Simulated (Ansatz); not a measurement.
Al₈O: geometry relaxation (part 2 of 2)

Continued. System: Al₈O (slab, 9 atoms in the cell). Method: DFT PBEsol, scalar-relativistic, plane waves, PAW, no spin polarisation (Ansatz 0.2.0); cutoff 420 eV, 12×12×1 k-mesh, Gaussian smearing of 0.1 eV. The structure derives from a Materials Project entry. The input holds or restrains some coordinates. Forces given for the steps count only the free coordinates. It belongs to a series of runs on one base structure; here: O put at a hollow Al-Al-Al site.

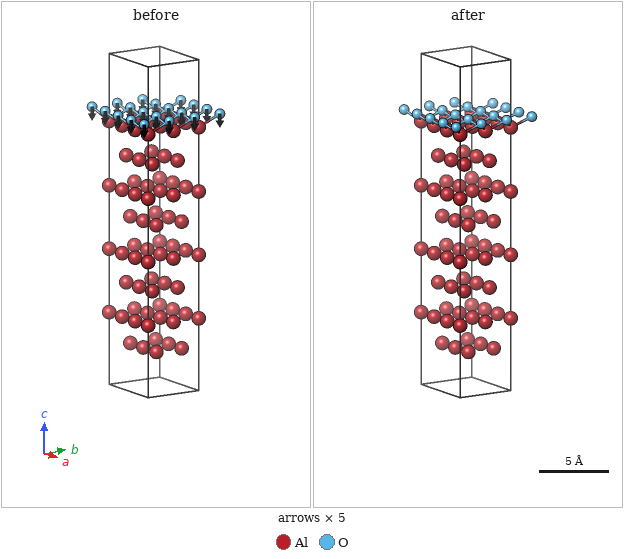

**Figure 1.** Before (left) and after (right) the restrained relaxation, at one scale (ball-and-stick view of the 3 × 2 repeat of the cell, with the vacuum cut short, with bonded neighbours outside it, seen slightly off an axis). The black arrows give the displacements, magnified 5 times. O9 moves most: 0.21 Å. By element the largest moves are O 0.21 Å, Al 0.03 Å. The lattice vectors keep their values. Distances before and after: Al8–O9 1.878 → 1.792 Å. Among the angles that change: Al8–O9–Al8 98.1° → 104.6°, O9–Al8–O9 98.1° → 104.6°. The energy falls by 32.8 meV per atom in 4 geometry steps. Largest force component: 3 eV/Å at the start, 0.013 eV/Å at the end. (Atoms are counted from 1 in the order of the input.)

```
WARN: The output density's exchange-correlation potential varies sharply where the density is thin. Do not read a vacuum level from v_tot or v_xc, or from such a field of the output density. On a cell that repeats whose density bears no net charge and no dipole along the vacuum's axis use v_es (v_loc + v_h of the components); under efield.dipole_correction with no amplitude use v_es + v_field, which holds any external_charges[].barrier, or the levels of the report's work_function block, which leave it out; under a non-zero efield.amplitude the vacuum is tilted and has no level; on a cell that repeats and bears such a dipole with no correction it is tilted too, and efield.dipole_correction with no amplitude gives each side of its ramp a level where efield: is served; in a cell that repeats whose density bears a net charge (total_charge, or a fill off its count) it is curved and has none; of a slab under crystal.periodic whose density bears no net charge use v_es, which has a level on each side, short of where the two are joined; of another it falls or rises all the way out and has none; of a slab beside external_charges read slab_vacuum_level instead, which it has where they leave it neutral. The grid or the basis barely resolves most such structure, and the values can differ between equally converged runs; as a rule a tighter scf.convergence.dr2_threshold does not remove it. Where the density itself ripples (under the LDA too) a higher basis.ecutwfc lessens it. The files hold the spikes' plane waves up to the density's cutoff. Files: v_tot_of_output_density and the like, and their columns of v_z.tsv (output.write_potential); v_xc_of_output_density and the like, and their columns of v_comp_z.tsv (output.write_potential_components). Measured: with its Gaussian average of σ = 0.25 Å subtracted twice, the exchange-correlation potential is over 0.1 eV at 13 of the grid points where the equally averaged density (valence and model cores) is under 1e-3 e/Å³, and 0.210 eV at the most among them, at an averaged density of 2.8e-7 e/Å³. The input density's (outcome.potential() and, of a run that writes arrays, v_tot and v_xc) is over 0.1 eV, so measured, at 33 points of its own thin density, 0.413 eV at the most. See output.write_potential in the manual, Limitations
SCF converged after 2 iterations
Free energy (F): -4758.562198 eV
Harris-Foulkes:  -4758.562198 eV  (|F-HF|=6.04e-8)
Internal energy: -4758.546308 eV  (E = F + TS)
E sigma→0 (E₀):  -4758.554253 eV
Entropy (-TS):   -0.015890 eV (-1.766 meV/atom)
Fermi energy:    2.397376 eV
Dipole field:    D = -0.024999 V/Å  (p = -0.033988 e·Å, saw-weighted, corrected)
Work function:   Φ+ = 5.0697 eV   Φ− = 4.1869 eV
Levels:          The Fermi level and band energies are counted from a zero that moves with the ramp; work functions are not
--- Per-component energies (eV) ---
  E_band       = -100.125693
  E_kinetic    = 363.518917
  E_local      = -12747.658746  (includes V_loc(G=0)·N_el)
  E_nonlocal   = 131.698778
  E_hartree    = 6272.514176
  E_xc         = -389.141216
  E_vxc        = -328.060952  (∫ρ·V_xc dr)
  E_paw        = -3791.005276  (= ΣΔE_a)
  E_vpaw       = -65.647226  (= ΣTr[D̂ρ^β])
  E_aug_tail   = 0.002466  (compensation charges beyond the density's cutoff)
  E_efield     = 0.000425  (sawtooth field / dipole correction)
  E_vefield    = 0.974810  (∫n·V_field dr)
  E_ewald      = 5401.335769
  E_core_change = 0.188400  (= ΣΔE_core)
  E_smearing   = -0.015890  (= −TS)
  E_closure    = 0.000000  (closes the sum)
  Σ components = -4758.562198   (vs F -4758.562198, Δ=0.00e0)
--- Forces (eV/Å), atoms counted from 1 ---
  atom   1  Al     0.00000000     0.00000000    -0.03687399
  atom   2  Al     0.00000000    -0.00000000     0.03100762
  atom   3  Al     0.00000000    -0.00000000     0.02907298
  atom   4  Al     0.00000000     0.00000000    -0.02342806
  atom   5  Al     0.00000000     0.00000000     0.00152763
  atom   6  Al     0.00000000     0.00000000    -0.00121791
  atom   7  Al     0.00000000    -0.00000000     0.00486816
  atom   8  Al    -0.00000000    -0.00000000     0.00766425
  atom   9  O      0.00000000     0.00000000    -0.01264908
  max |Σ_I F_I| component: 2.84e-5 eV/Å
--- Band table (eV; the first three rows and the last of 19) ---
  k-point 0: bands = ["-18.8361", "-8.6883", "-8.3619", "-7.8261", "-7.1015", "-6.2188", "-5.2173", "-4.1023", "-2.8415", "-2.2526", "-2.2526", "-1.6085", "-0.0162", "1.6646", "3.4062", "5.0472", "6.2128", "6.8737", "7.2126", "7.9136", "8.1771", "9.2332", "9.6156", "10.8875"]
  k-point 1: bands = ["-18.7689", "-8.5185", "-8.1932", "-7.6594", "-6.9384", "-6.0615", "-5.0675", "-3.9567", "-2.7250", "-2.5947", "-2.3085", "-1.4522", "0.1475", "1.8328", "3.5807", "5.2335", "6.4027", "7.0434", "7.3682", "8.0911", "8.3268", "9.4037", "9.7214", "10.7110"]
  k-point 2: bands = ["-18.5791", "-8.0107", "-7.6888", "-7.1623", "-6.4547", "-5.6008", "-4.6352", "-3.5548", "-3.4168", "-2.4571", "-2.2652", "-1.0226", "0.6026", "2.2950", "4.0460", "5.6994", "6.9144", "7.3822", "7.7015", "7.7708", "7.9410", "8.3727", "8.6176", "8.8413"]
  k-point 18: bands = ["-17.5310", "-5.3657", "-5.1645", "-2.5684", "-0.8589", "-0.7337", "-0.7226", "-0.5527", "-0.4224", "-0.4183", "-0.1145", "0.0447", "0.0662", "0.3803", "1.1384", "1.2032", "1.7728", "1.8173", "2.0021", "2.3623", "2.9952", "3.6173", "4.1160", "4.3384"]
--- Relaxed structure (5 steps of the walk, 5 accepted, 0 SCFs on fresh bases) ---
  F+E_penalty+E_count = -4758.56219792 eV   max|allowed force component| = 1.265e-2 eV/Å
  atoms:
    - { symbol: Al, position: [0.33333333333333326, 0.6666666666666665, 0.24069936559999996] }
    - { symbol: Al, position: [-1.644774851272593e-17, -2.8783559898078175e-17, 0.30669452619999993] }
    - { symbol: Al, position: [0.6666666666666667, 0.33333333333333326, 0.37268968669999997] }
    - { symbol: Al, position: [-1.644774851272593e-17, -2.8783559898078175e-17, 0.43868484729999996] }
    - { symbol: Al, position: [0.33333333333333326, 0.6666666666666665, 0.5046739777992082] }
    - { symbol: Al, position: [-1.6451673536847847e-17, -2.878468133354158e-17, 0.5704352628371159] }
    - { symbol: Al, position: [0.6666666666666667, 0.33333333333333326, 0.6360454966405708] }
    - { symbol: Al, position: [-1.7284647860577293e-17, -2.902267399746429e-17, 0.7036810389344618] }
    - { symbol: O, position: [0.33333333333333326, 0.6666666666666665, 0.7242813973363708] }
```

### Trajectory as extended XYZ (Å, eV, eV/Å), 5 frames, from step=1 to step=5
```
9
Lattice="2.8363 0.0000 0.0000 -1.4181 2.4563 0.0000 0.0000 0.0000 35.3138" Properties=species:S:1:pos:R:3:forces:R:3 step=1 energy=-4758.26694
Al    0.0000    1.6375    8.5000    0.0000   0.0000  -0.0338
Al    0.0000    0.0000   10.8305    0.0000   0.0000   0.0348
Al    1.4181    0.8188   13.1611    0.0000   0.0000   0.0254
Al    0.0000    0.0000   15.4916    0.0000   0.0000  -0.0683
Al    0.0000    1.6375   17.8037    0.0000   0.0000   0.0918
Al    0.0000    0.0000   20.1443    0.0000   0.0000   0.0150
Al    1.4181    0.8188   22.4875    0.0000   0.0000  -0.0253
Al    0.0000    0.0000   24.8655    0.0000   0.0000   2.9153
O     0.0000    1.6375   25.7855    0.0000   0.0000  -2.9551
9
Lattice="2.8363 0.0000 0.0000 -1.4181 2.4563 0.0000 0.0000 0.0000 35.3138" Properties=species:S:1:pos:R:3:forces:R:3 step=2 energy=-4758.48590
Al    0.0000    1.6375    8.5000    0.0000   0.0000  -0.0363
Al    0.0000    0.0000   10.8305    0.0000   0.0000   0.0304
Al    1.4181    0.8188   13.1611    0.0000   0.0000   0.0295
Al    0.0000    0.0000   15.4916    0.0000   0.0000  -0.0078
Al    0.0000    1.6375   17.8290    0.0000   0.0000  -0.0130
Al    0.0000    0.0000   20.1524    0.0000   0.0000   0.0028
Al    1.4181    0.8188   22.4708    0.0000   0.0000  -0.0522
Al    0.0000    0.0000   24.8342    0.0000   0.0000   1.5900
O     0.0000    1.6375   25.6582    0.0000   0.0000  -1.5429
9
Lattice="2.8363 0.0000 0.0000 -1.4181 2.4563 0.0000 0.0000 0.0000 35.3138" Properties=species:S:1:pos:R:3:forces:R:3 step=3 energy=-4758.55996
Al    0.0000    1.6375    8.5000    0.0000   0.0000  -0.0355
Al    0.0000    0.0000   10.8305    0.0000   0.0000   0.0312
Al    1.4181    0.8188   13.1611    0.0000   0.0000   0.0281
Al    0.0000    0.0000   15.4916    0.0000   0.0000  -0.0391
Al    0.0000    1.6375   17.8153    0.0000   0.0000   0.0222
Al    0.0000    0.0000   20.1387    0.0000   0.0000  -0.0140
Al    1.4181    0.8188   22.4532    0.0000   0.0000   0.1224
Al    0.0000    0.0000   24.8732    0.0000   0.0000  -0.1976
O     0.0000    1.6375   25.5939    0.0000   0.0000   0.0820
9
Lattice="2.8363 0.0000 0.0000 -1.4181 2.4563 0.0000 0.0000 0.0000 35.3138" Properties=species:S:1:pos:R:3:forces:R:3 step=4 energy=-4758.56220
Al    0.0000    1.6375    8.5000    0.0000   0.0000  -0.0369
Al    0.0000    0.0000   10.8305    0.0000   0.0000   0.0310
Al    1.4181    0.8188   13.1611    0.0000   0.0000   0.0291
Al    0.0000    0.0000   15.4916    0.0000   0.0000  -0.0234
Al    0.0000    1.6375   17.8219    0.0000   0.0000   0.0015
Al    0.0000    0.0000   20.1442    0.0000   0.0000  -0.0012
Al    1.4181    0.8188   22.4612    0.0000   0.0000   0.0049
Al    0.0000    0.0000   24.8496    0.0000   0.0000   0.0076
O     0.0000    1.6375   25.5771    0.0000   0.0000  -0.0126
9
Lattice="2.8363 0.0000 0.0000 -1.4181 2.4563 0.0000 0.0000 0.0000 35.3138" Properties=species:S:1:pos:R:3:forces:R:3 step=5 energy=-4758.56220
Al    0.0000    1.6375    8.5000    0.0000   0.0000  -0.0369
Al    0.0000    0.0000   10.8305    0.0000   0.0000   0.0310
Al    1.4181    0.8188   13.1611    0.0000   0.0000   0.0291
Al    0.0000    0.0000   15.4916    0.0000   0.0000  -0.0234
Al    0.0000    1.6375   17.8219    0.0000   0.0000   0.0015
Al    0.0000    0.0000   20.1442    0.0000   0.0000  -0.0012
Al    1.4181    0.8188   22.4612    0.0000   0.0000   0.0049
Al    0.0000    0.0000   24.8496    0.0000   0.0000   0.0077
O     0.0000    1.6375   25.5771    0.0000   0.0000  -0.0126
```

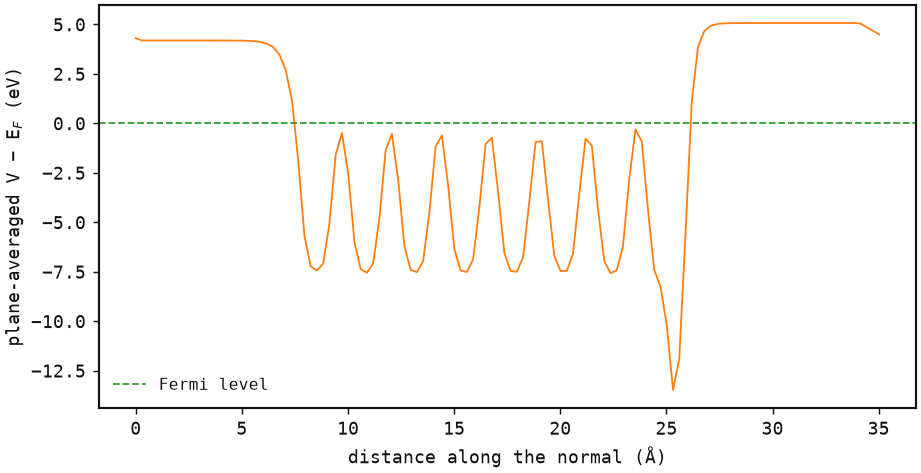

**Figure 2.** Plane average of the electrostatic potential energy of an electron across the cell, from the Fermi level. The vacuum level lies 5.07 eV above the Fermi level on the upper side and 4.19 eV on the lower.

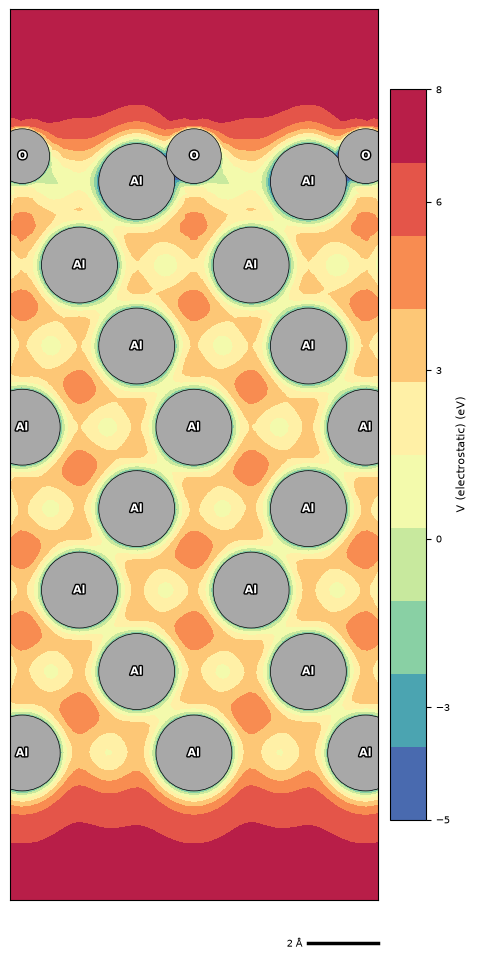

**Figure 3.** Electrostatic potential (local pseudopotential plus Hartree) felt by an electron on the (110) plane of the calculation cell, a cut from vacuum to vacuum. Grey discs, where drawn, cover atomic cores. Atoms in the plane: Al and O. The fields are those of the smooth PAW valence density.

This output came from the following input.

### Input
```yaml
crystal:
  lattice:
    - [2.8362844922, 0.0, 0.0]
    - [-1.4181422461, 2.4562944226, 0.0]
    - [0.0, 0.0, 35.3137615421]
  atoms:
    - { symbol: Al, position: [0.3333333333, 0.6666666667, 0.2406993656] }
    - { symbol: Al, position: [0.0, 0.0, 0.3066945262] }
    - { symbol: Al, position: [0.6666666667, 0.3333333333, 0.3726896867] }
    - { symbol: Al, position: [0.0, 0.0, 0.4386848473] }
    - { symbol: Al, position: [0.3333333333, 0.6666666667, 0.5041562492] }
    - { symbol: Al, position: [0.0, 0.0, 0.5704373706] }
    - { symbol: Al, position: [0.6666666667, 0.3333333333, 0.6367922409] }
    - { symbol: Al, position: [0.0, 0.0, 0.7041304592] }
    - { symbol: O, position: [0.3333333333, 0.6666666667, 0.7301826258] }
basis:
  ecutwfc: 420
kpoints:
  mp_grid: { grid: [12, 12, 1] }
hamiltonian:
  xc: pbesol
scf:
  occupations: { method: gaussian, width: 0.1 }
output:
  forces: true
  eigenvalues: true
  write_density: true
  write_potential: true
  elf: true
  volumetric_format: npy
relax:
  adjacent_minimum: "off"
  f_tol: 0.03
  max_steps: 70
  constraints: [{ sites: [0, 1, 2, 3] }]
efield:
  axis: 3
  dipole_correction: true
  ramp_width: 0.04
```

Launched with:
```bash
ansatz run input.yaml --threads 2 --pin off --max-ram 5120MiB --backend cpu --events-out ev --progress --plain --runs-dir out
```

### Key numbers

| quantity | value |
| --- | --- |
| outcome | converged under the restraints of the input |
| electrons treated | 30 |
| free energy | −4758.5622 eV |
| work function, top face | 5.07 eV |
| work function, bottom face | 4.19 eV |
| Fermi energy | 2.397 eV |
| gap on the k-point mesh | none (metallic) |
| final volume | 246.02 Å³ |
| work function (upper face) | 5.07 eV |
| largest force (length of the vector) at the end, held atoms and coordinates included | 0.037 eV/Å |
| hardware | 2 threads of Intel Xeon @ 2.70GHz, 189 GiB of memory available, shared host |
| wall time | 39 s (CPU time 75 s) |
| peak memory | 0.5 GiB |

### Notes

The program warns: the exchange-correlation potential is rough where the density is thin.
